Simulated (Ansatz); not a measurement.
# Run report: GaN, geometry relaxation (part 2 of 3)

The same run, continued: GaN (slab, 24 atoms in the cell); DFT PBE+D3(BJ), scalar-relativistic, plane waves, PAW, no spin polarisation (Ansatz 0.2.0); cutoff 420 eV, 3×3×1 k-mesh, Gaussian smearing of 0.05 eV. The structure derives from an entry of the Crystallography Open Database. The input holds or restrains some coordinates. It belongs to a series of runs on one base structure; here: clean slab, lower planes held.

Geometry of the input (Å; fractional positions):
```
6.3931  0.0000  0.0000
0.0000  5.2086  0.0000
0.0000  0.0000  22.4594
Ga 0.5000  0.0008  0.3562
Ga 0.0000  0.0008  0.3562
N  0.5000  0.6242  0.3562
N  0.0000  0.6242  0.3562
Ga 0.7500  0.5008  0.3973
Ga 0.2500  0.5008  0.3973
N  0.7500  0.1242  0.3973
N  0.2500  0.1242  0.3973
Ga 0.7500  0.0008  0.4795
Ga 0.2500  0.0008  0.4795
N  0.7500  0.6242  0.4795
N  0.2500  0.6242  0.4795
Ga 0.0000  0.5008  0.5205
Ga 0.5000  0.5008  0.5205
N  0.0000  0.1242  0.5205
N  0.5000  0.1242  0.5205
Ga 0.0000  0.0008  0.6027
Ga 0.5000  0.0008  0.6027
N  0.0000  0.6242  0.6027
N  0.5000  0.6242  0.6027
Ga 0.2500  0.5008  0.6438
Ga 0.7500  0.5008  0.6438
N  0.2500  0.1242  0.6438
N  0.7500  0.1242  0.6438
```

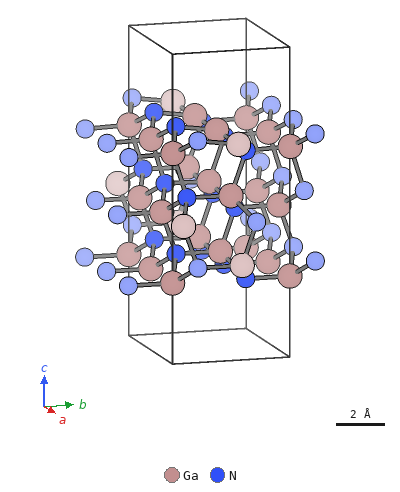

Figure 1. The geometry at step 5 of the log (ball-and-stick view of the cell of the calculation, with the vacuum cut short, seen slightly off an axis; neighbours outside the cell are drawn fainter).

What the program printed, continued:
```
SCF iter   1: F=—  HF=-50011.937499 eV  |F-HF|=—  |Δ(HF+E_count)|=         —  Δρ=5.91e-3  dr2=1.53e-1  ethr=4.24e-4  p=-0.020 e·Å  D=-4.92e-3 V/Å  ΔV_dip=0.11 eV  dr2_dipole=2.87e-3  V_vac-E_F(+/−)=4.84/4.73 eV  ⟨swp⟩=4.0  Hψ=1312  notcnv=0  defer=67
efield: sawtooth ramp at fractional position 0.9800 (handed on by an earlier solve), width 0.0400; the density the first Hamiltonian is built on has a dipole p = -0.020 e·Å; the dipole correction subtracts the counter field D = -4.92e-3 V/Å, which shifts the + side's vacuum level by +0.11 eV against the − side's; the planar-averaged density in the ramp window peaks in size at 8.5e-6 e/Å³
preconditioner: auto → Resta (q_TF=auto, 2.218 Å⁻¹)  ε∞=2.7  [insulator: Δε(μ)=0.671 eV  Ē_g=15.521 eV  σ=0.050 eV  W_gap=1.00  n_scr=128 (ndim 8)  ℏωp=20.0 eV  f_vac=0.588  D(μ)=0.00/eV (n_scr^D=0)  ε∞_Penn≈2.7  vacuum switching on, ρ_ref=1.7e-2 e/Å³]
SCF iter   2: F=—  HF=-50011.906062 eV  |F-HF|=—  |Δ(HF+E_count)|=   3.14e-2  Δρ=2.63e-3  dr2=3.74e-2  ethr=7.10e-5  p=-0.052 e·Å  D=-1.26e-2 V/Å  ΔV_dip=0.28 eV  dr2_dipole=2.03e-3  V_vac-E_F(+/−)=4.99/4.71 eV  ⟨swp⟩=2.2  Hψ=1026  notcnv=0  defer=79
SCF iter   3: F=—  HF=-50011.901652 eV  |F-HF|=—  |Δ(HF+E_count)|=   4.41e-3  Δρ=1.47e-3  dr2=1.06e-2  ethr=1.73e-5  p=-0.029 e·Å  D=-7.01e-3 V/Å  ΔV_dip=0.16 eV  dr2_dipole=8.83e-4  V_vac-E_F(+/−)=4.89/4.73 eV  ⟨swp⟩=2.0  Hψ=867  notcnv=0  defer=79
SCF iter   4: F=—  HF=-50011.900707 eV  |F-HF|=—  |Δ(HF+E_count)|=   9.45e-4  Δρ=3.03e-4  dr2=6.38e-4  ethr=4.91e-6  p=-0.043 e·Å  D=-1.04e-2 V/Å  ΔV_dip=0.23 eV  dr2_dipole=1.41e-5  V_vac-E_F(+/−)=4.95/4.72 eV  ⟨swp⟩=2.0  Hψ=983  notcnv=0  defer=79
SCF iter   5: F=—  HF=-50011.900787 eV  |F-HF|=—  |Δ(HF+E_count)|=   8.04e-5  Δρ=1.46e-4  dr2=1.88e-4  ethr=2.95e-7  p=-0.042 e·Å  D=-1.02e-2 V/Å  ΔV_dip=0.23 eV  dr2_dipole=4.61e-6  V_vac-E_F(+/−)=4.95/4.72 eV  ⟨swp⟩=2.8  Hψ=929  notcnv=0  defer=79
SCF iter   6: F=-50011.900765 eV  HF=-50011.900793 eV  |F-HF|=2.82e-5  |Δ(HF+E_count)|=   5.95e-6  Δρ=6.80e-5  dr2=4.17e-5  ethr=2.94e-8  p=-0.043 e·Å  D=-1.04e-2 V/Å  ΔV_dip=0.23 eV  dr2_dipole=3.32e-8  V_vac-E_F(+/−)=4.96/4.72 eV  ⟨swp⟩=23.8  Hψ=6238  notcnv=0
SCF 3 converged in 6 iterations: F = -50011.900765 eV  dr2 = 4.17e-5
relax step   3: F+E_penalty+E_count = -50011.90076501 eV  Δ(F+E_penalty+E_count) = -2.345e-1 eV  max|allowed force component| = 5.350e-1 eV/Å  Δτ_max = 0.1209 Å  (6 SCF iters, dr2 threshold 6.34e-5 eV, accepted)
SCF iter   1: F=—  HF=-50011.945218 eV  |F-HF|=—  |Δ(HF+E_count)|=         —  Δρ=3.28e-3  dr2=6.15e-2  ethr=2.44e-4  p=-0.043 e·Å  D=-1.04e-2 V/Å  ΔV_dip=0.23 eV  dr2_dipole=3.52e-3  V_vac-E_F(+/−)=4.96/4.72 eV  ⟨swp⟩=3.5  Hψ=1132  notcnv=0  defer=79
efield: sawtooth ramp at fractional position 0.9800 (handed on by an earlier solve), width 0.0400; the density the first Hamiltonian is built on has a dipole p = -0.043 e·Å; the dipole correction subtracts the counter field D = -1.04e-2 V/Å, which shifts the + side's vacuum level by +0.23 eV against the − side's; the planar-averaged density in the ramp window peaks in size at 9.7e-6 e/Å³
preconditioner: auto → Resta (q_TF=auto, 2.218 Å⁻¹)  ε∞=2.6  [insulator: Δε(μ)=0.700 eV  Ē_g=15.547 eV  σ=0.050 eV  W_gap=1.00  n_scr=128 (ndim 8)  ℏωp=20.0 eV  f_vac=0.589  D(μ)=0.00/eV (n_scr^D=0)  ε∞_Penn≈2.6  vacuum switching on, ρ_ref=1.8e-2 e/Å³]
SCF iter   2: F=—  HF=-50011.928353 eV  |F-HF|=—  |Δ(HF+E_count)|=   1.69e-2  Δρ=1.49e-3  dr2=8.93e-3  ethr=2.85e-5  p=-0.008 e·Å  D=-1.97e-3 V/Å  ΔV_dip=0.04 eV  dr2_dipole=1.44e-6  V_vac-E_F(+/−)=4.78/4.74 eV  ⟨swp⟩=2.0  Hψ=832  notcnv=0  defer=79
SCF iter   3: F=—  HF=-50011.926768 eV  |F-HF|=—  |Δ(HF+E_count)|=   1.58e-3  Δρ=5.62e-4  dr2=2.00e-3  ethr=4.13e-6  p=-0.011 e·Å  D=-2.74e-3 V/Å  ΔV_dip=0.06 eV  dr2_dipole=6.66e-6  V_vac-E_F(+/−)=4.79/4.73 eV  ⟨swp⟩=2.0  Hψ=853  notcnv=0  defer=79
SCF iter   4: F=—  HF=-50011.926542 eV  |F-HF|=—  |Δ(HF+E_count)|=   2.26e-4  Δρ=2.42e-4  dr2=4.51e-4  ethr=9.26e-7  p=-0.011 e·Å  D=-2.64e-3 V/Å  ΔV_dip=0.06 eV  dr2_dipole=8.74e-6  V_vac-E_F(+/−)=4.78/4.73 eV  ⟨swp⟩=3.0  Hψ=864  notcnv=0  defer=79
SCF iter   5: F=-50011.926488 eV  HF=-50011.926495 eV  |F-HF|=7.15e-6  |Δ(HF+E_count)|=   4.72e-5  Δρ=6.66e-5  dr2=3.00e-5  ethr=3.31e-8  p=-0.010 e·Å  D=-2.32e-3 V/Å  ΔV_dip=0.05 eV  dr2_dipole=1.41e-6  V_vac-E_F(+/−)=4.78/4.73 eV  ⟨swp⟩=23.0  Hψ=6309  notcnv=0
SCF 4 converged in 5 iterations: F = -50011.926488 eV  dr2 = 3.00e-5
relax step   4: F+E_penalty+E_count = -50011.92648762 eV  Δ(F+E_penalty+E_count) = -2.572e-2 eV  max|allowed force component| = 1.928e-1 eV/Å  Δτ_max = 0.0551 Å  (5 SCF iters, dr2 threshold 7.14e-5 eV, accepted)
SCF iter   1: F=—  HF=-50011.937122 eV  |F-HF|=—  |Δ(HF+E_count)|=         —  Δρ=1.12e-3  dr2=1.06e-2  ethr=3.31e-5  p=-0.010 e·Å  D=-2.32e-3 V/Å  ΔV_dip=0.05 eV  dr2_dipole=1.81e-3  V_vac-E_F(+/−)=4.78/4.73 eV  ⟨swp⟩=2.0  Hψ=1089  notcnv=0  defer=79
efield: sawtooth ramp at fractional position 0.9800 (handed on by an earlier solve), width 0.0400; the density the first Hamiltonian is built on has a dipole p = -0.010 e·Å; the dipole correction subtracts the counter field D = -2.32e-3 V/Å, which shifts the + side's vacuum level by +0.05 eV against the − side's; the planar-averaged density in the ramp window peaks in size at 9.0e-6 e/Å³
preconditioner: auto → Resta (q_TF=auto, 2.218 Å⁻¹)  ε∞=2.7  [insulator: Δε(μ)=0.686 eV  Ē_g=15.515 eV  σ=0.050 eV  W_gap=1.00  n_scr=128 (ndim 8)  ℏωp=20.0 eV  f_vac=0.589  D(μ)=0.00/eV (n_scr^D=0)  ε∞_Penn≈2.7  vacuum switching on, ρ_ref=1.7e-2 e/Å³]
SCF iter   2: F=—  HF=-50011.934312 eV  |F-HF|=—  |Δ(HF+E_count)|=   2.81e-3  Δρ=5.24e-4  dr2=1.22e-3  ethr=4.90e-6  p=-0.034 e·Å  D=-8.22e-3 V/Å  ΔV_dip=0.18 eV  dr2_dipole=6.86e-5  V_vac-E_F(+/−)=4.90/4.71 eV  ⟨swp⟩=2.0  Hψ=710  notcnv=0  defer=79
SCF iter   3: F=—  HF=-50011.934031 eV  |F-HF|=—  |Δ(HF+E_count)|=   2.81e-4  Δρ=2.25e-4  dr2=2.53e-4  ethr=5.65e-7  p=-0.029 e·Å  D=-6.93e-3 V/Å  ΔV_dip=0.16 eV  dr2_dipole=3.87e-5  V_vac-E_F(+/−)=4.88/4.72 eV  ⟨swp⟩=2.0  Hψ=847  notcnv=0  defer=79
SCF iter   4: F=—  HF=-50011.934006 eV  |F-HF|=—  |Δ(HF+E_count)|=   2.52e-5  Δρ=8.67e-5  dr2=7.92e-5  ethr=1.17e-7  p=-0.032 e·Å  D=-7.76e-3 V/Å  ΔV_dip=0.17 eV  dr2_dipole=1.09e-5  V_vac-E_F(+/−)=4.89/4.72 eV  ⟨swp⟩=2.0  Hψ=849  notcnv=0  defer=79
SCF iter   5: F=—  HF=-50011.933996 eV  |F-HF|=—  |Δ(HF+E_count)|=   1.00e-5  Δρ=3.45e-5  dr2=9.57e-6  ethr=3.67e-8  p=-0.031 e·Å  D=-7.50e-3 V/Å  ΔV_dip=0.17 eV  dr2_dipole=2.35e-7  V_vac-E_F(+/−)=4.89/4.72 eV  ⟨swp⟩=2.8  Hψ=858  notcnv=0  defer=79
SCF iter   6: F=-50011.933995 eV  HF=-50011.933995 eV  |F-HF|=3.67e-7  |Δ(HF+E_count)|=   3.91e-7  Δρ=1.23e-5  dr2=1.08e-6  ethr=2.23e-9  p=-0.031 e·Å  D=-7.51e-3 V/Å  ΔV_dip=0.17 eV  dr2_dipole=6.52e-10  V_vac-E_F(+/−)=4.89/4.72 eV  ⟨swp⟩=22.0  Hψ=5920  notcnv=0
SCF 5 converged in 6 iterations: F = -50011.933995 eV  dr2 = 1.08e-6
relax step   5: F+E_penalty+E_count = -50011.93399487 eV  Δ(F+E_penalty+E_count) = -7.507e-3 eV  max|allowed force component| = 4.313e-2 eV/Å  Δτ_max = 0.0171 Å  (6 SCF iters, dr2 threshold 4.83e-6 eV, accepted)
SCF iter   1: F=—  HF=-50011.934454 eV  |F-HF|=—  |Δ(HF+E_count)|=         —  Δρ=2.79e-4  dr2=6.32e-4  ethr=3.01e-6  p=-0.031 e·Å  D=-7.51e-3 V/Å  ΔV_dip=0.17 eV  dr2_dipole=7.57e-5  V_vac-E_F(+/−)=4.89/4.72 eV  ⟨swp⟩=2.0  Hψ=1088  notcnv=0  defer=74
efield: sawtooth ramp at fractional position 0.9800 (handed on by an earlier solve), width 0.0400; the density the first Hamiltonian is built on has a dipole p = -0.031 e·Å; the dipole correction subtracts the counter field D = -7.51e-3 V/Å, which shifts the + side's vacuum level by +0.17 eV against the − side's; the planar-averaged density in the ramp window peaks in size at 9.2e-6 e/Å³
preconditioner: auto → Resta (q_TF=auto, 2.218 Å⁻¹)  ε∞=2.7  [insulator: Δε(μ)=0.700 eV  Ē_g=15.521 eV  σ=0.050 eV  W_gap=1.00  n_scr=128 (ndim 8)  ℏωp=20.0 eV  f_vac=0.589  D(μ)=0.00/eV (n_scr^D=0)  ε∞_Penn≈2.7  vacuum switching on, ρ_ref=1.7e-2 e/Å³]
SCF iter   2: F=—  HF=-50011.934299 eV  |F-HF|=—  |Δ(HF+E_count)|=   1.55e-4  Δρ=1.51e-4  dr2=1.16e-4  ethr=2.93e-7  p=-0.026 e·Å  D=-6.36e-3 V/Å  ΔV_dip=0.14 eV  dr2_dipole=1.10e-5  V_vac-E_F(+/−)=4.87/4.72 eV  ⟨swp⟩=2.0  Hψ=700  notcnv=0  defer=74
SCF iter   3: F=—  HF=-50011.934280 eV  |F-HF|=—  |Δ(HF+E_count)|=   1.92e-5  Δρ=7.06e-5  dr2=3.64e-5  ethr=5.35e-8  p=-0.028 e·Å  D=-6.84e-3 V/Å  ΔV_dip=0.15 eV  dr2_dipole=6.45e-6  V_vac-E_F(+/−)=4.87/4.72 eV  ⟨swp⟩=2.0  Hψ=849  notcnv=0  defer=74
SCF iter   4: F=—  HF=-50011.934281 eV  |F-HF|=—  |Δ(HF+E_count)|=   1.06e-6  Δρ=2.54e-5  dr2=4.84e-6  ethr=1.68e-8  p=-0.027 e·Å  D=-6.59e-3 V/Å  ΔV_dip=0.15 eV  dr2_dipole=9.09e-8  V_vac-E_F(+/−)=4.87/4.72 eV  ⟨swp⟩=2.0  Hψ=849  notcnv=0  defer=74
SCF iter   5: F=—  HF=-50011.934281 eV  |F-HF|=—  |Δ(HF+E_count)|=   3.40e-7  Δρ=1.13e-5  dr2=1.05e-6  ethr=2.24e-9  p=-0.027 e·Å  D=-6.59e-3 V/Å  ΔV_dip=0.15 eV  dr2_dipole=1.43e-10  V_vac-E_F(+/−)=4.87/4.72 eV  ⟨swp⟩=2.5  Hψ=727  notcnv=0  defer=74
SCF iter   6: F=-50011.934281 eV  HF=-50011.934281 eV  |F-HF|=2.84e-8  |Δ(HF+E_count)|=   7.85e-8  Δρ=3.34e-6  dr2=7.45e-8  ethr=4.63e-11  p=-0.027 e·Å  D=-6.59e-3 V/Å  ΔV_dip=0.15 eV  dr2_dipole=1.02e-10  V_vac-E_F(+/−)=4.87/4.72 eV  ⟨swp⟩=15.2  Hψ=4778  notcnv=0
SCF 6 converged in 6 iterations: F = -50011.934281 eV  dr2 = 7.45e-8
relax step   6: F+E_penalty+E_count = -50011.93428051 eV  Δ(F+E_penalty+E_count) = -2.856e-4 eV  max|allowed force component| = 8.677e-3 eV/Å  Δτ_max = 0.0045 Å  (6 SCF iters, accepted)
WARN: The output density's exchange-correlation potential varies sharply where the density is thin. Do not read a vacuum level from v_tot or v_xc, or from such a field of the output density. On a cell that repeats whose density bears no net charge and no dipole along the vacuum's axis use v_es (v_loc + v_h of the components); under efield.dipole_correction with no amplitude use v_es + v_field, which holds any external_charges[].barrier, or the levels of the report's work_function block, which leave it out; under a non-zero efield.amplitude the vacuum is tilted and has no level; on a cell that repeats and bears such a dipole with no correction it is tilted too, and efield.dipole_correction with no amplitude gives each side of its ramp a level where efield: is served; in a cell that repeats whose density bears a net charge (total_charge, or a fill off its count) it is curved and has none; of a slab under crystal.periodic whose density bears no net charge use v_es, which has a level on each side, short of where the two are joined; of another it falls or rises all the way out and has none; of a slab beside external_charges read slab_vacuum_level instead, which it has where they leave it neutral. The grid or the basis barely resolves most such structure, and the values can differ between equally converged runs; as a rule a tighter scf.convergence.dr2_threshold does not remove it. Where the density itself ripples (under the LDA too) a higher basis.ecutwfc lessens it. The files hold the spikes' plane waves up to the density's cutoff. Files: v_tot_of_output_density and the like, and their columns of v_z.tsv (output.write_potential); v_xc_of_output_density and the like, and their columns of v_comp_z.tsv (output.write_potential_components). Measured: with its Gaussian average of σ = 0.25 Å subtracted twice, the exchange-correlation potential is over 0.1 eV at 33 of the grid points where the equally averaged density (valence and model cores) is under 1e-3 e/Å³, and 0.195 eV at the most among them, at an averaged density of 3.2e-7 e/Å³. The input density's (outcome.potential() and, of a run that writes arrays, v_tot and v_xc) is over 0.1 eV, so measured, at 2 points of its own thin density, 0.103 eV at the most. See output.write_potential in the manual, Limitations
SCF converged after 6 iterations
Free energy (F): -50011.934281 eV
Harris-Foulkes:  -50011.934281 eV  (|F-HF|=2.84e-8)
Internal energy: -50011.934281 eV  (E = F + TS)
E sigma→0 (E₀):  -50011.934281 eV
Fermi energy:    0.777723 eV
Dipole field:    D = -0.006594 V/Å  (p = -0.027252 e·Å, saw-weighted, corrected)
Work function:   Φ+ = 4.8692 eV   Φ− = 4.7211 eV
Levels:          The Fermi level and band energies are counted from a zero that moves with the ramp; work functions are not
--- Per-component energies (eV) ---
  E_band       = -2136.820782
  E_kinetic    = 2946.451446
  E_local      = -221461.605771  (includes V_loc(G=0)·N_el)
  E_nonlocal   = 5686.677590
  E_hartree    = 108762.292871
  E_xc         = -1539.004238
  E_vxc        = -1599.779898  (∫ρ·V_xc dr)
  E_paw        = -25434.387200  (= ΣΔE_a)
  E_vpaw       = -5233.090508  (= ΣTr[D̂ρ^β])
  E_aug_tail   = 0.000398  (compensation charges beyond the density's cutoff)
  E_efield     = 0.000090  (sawtooth field / dipole correction)
  E_vefield    = -0.043874  (∫n·V_field dr)
  E_ewald      = 81032.159727
  E_disp       = -4.519193  (pairwise vdW)
  E_smearing   = -0.000000  (= −TS)
  E_closure    = 0.000000  (closes the sum)
  Σ components = -50011.934281   (vs F -50011.934281, Δ=0.00e0)
--- Forces (eV/Å), atoms counted from 1 ---
  atom   1  Ga     0.00000000    -2.00433979     1.48362456
  atom   2  Ga     0.00000000    -2.00433979     1.48362456
  atom   3  N      0.00000000     0.67950613     0.36702357
  atom   4  N      0.00000000     0.67950613     0.36702357
  atom   5  Ga     0.00000000     1.08842647    -1.62374509
  atom   6  Ga     0.00000000     1.08842647    -1.62374509
  atom   7  N     -0.00000000     0.50927065    -1.19677808
  atom   8  N     -0.00000000     0.50927065    -1.19677808
  atom   9  Ga     0.00000000    -0.34645262     0.40281031
  atom  10  Ga     0.00000000    -0.34645262     0.40281031
  atom  11  N     -0.00000000     0.07231543     0.57436978
  atom  12  N     -0.00000000     0.07231543     0.57436978
  atom  13  Ga     0.00000000    -0.00274405    -0.00867734
  atom  14  Ga     0.00000000    -0.00274405    -0.00867734
  atom  15  N      0.00000000     0.00415457     0.00734837
  atom  16  N      0.00000000     0.00415457     0.00734837
  atom  17  Ga     0.00000000    -0.00013893    -0.00368797
  atom  18  Ga     0.00000000    -0.00013893    -0.00368797
  atom  19  N      0.00000000     0.00438432     0.00172688
  atom  20  N      0.00000000     0.00438432     0.00172688
  atom  21  Ga     0.00000000    -0.00035812    -0.00076440
  atom  22  Ga     0.00000000    -0.00035812    -0.00076440
  atom  23  N      0.00000000    -0.00407700    -0.00328467
  atom  24  N      0.00000000    -0.00407700    -0.00328467
  max |Σ_I F_I| component: 1.06e-4 eV/Å
--- Band table (eV) ---
  k-point 0: bands = ["-15.9102", "-15.5904", "-15.3866", "-15.3101", "-15.2549", "-15.0464", "-14.9988", "-14.8804", "-14.8608", "-14.7703", "-14.3040", "-14.2264", "-13.9260", "-13.9115", "-13.8933", "-13.8923", "-13.8811", "-13.8726", "-13.8447", "-13.8231", "-13.7780", "-13.7587", "-13.7543", "-13.7464", "-13.7346", "-13.7171", "-13.5791", "-13.5680", "-13.5645", "-13.5625", "-13.4991", "-13.4912", "-13.4609", "-13.4582", "-13.4485", "-13.3945", "-13.3869", "-13.3590", "-13.3576", "-13.3515", "-13.3447", "-13.3340", "-13.3026", "-13.2858", "-13.2820", "-13.2333", "-13.1840", "-13.1475", "-13.0256", "-12.9870", "-12.9788", "-12.9364", "-12.9288", "-12.9063", "-12.8681", "-12.8345", "-12.8153", "-12.7995", "-12.7637", "-12.7266", "-12.6797", "-12.6735", "-12.2022", "-12.1647", "-12.1348", "-11.7584", "-11.4540", "-11.4446", "-11.3491", "-11.1661", "-11.0132", "-10.9266", "-6.8204", "-6.1097", "-6.0365", "-6.0347", "-5.9784", "-5.7335", "-5.5727", "-4.8744", "-4.5345", "-4.4097", "-4.3486", "-4.3237", "-4.1078", "-3.5747", "-3.4304", "-3.4144", "-2.8114", "-2.6412", "-2.4864", "-2.2671", "-2.2451", "-2.1195", "-2.0689", "-1.4118", "-1.3978", "-1.3677", "-1.3464", "-0.9792", "-0.7377", "-0.4675", "-0.3691", "-0.2812", "-0.1068", "-0.0189", "0.1662", "0.4301", "1.1253", "2.3193", "2.3819", "3.4552", "4.0861", "4.8295", "4.8682", "5.1968", "5.4738", "5.6230", "5.6908", "5.7004", "5.7857", "5.8652", "6.0360", "6.1014", "6.2460", "6.3318", "6.4713", "6.9365", "6.9694", "7.3124", "7.3870", "7.9001"]
```
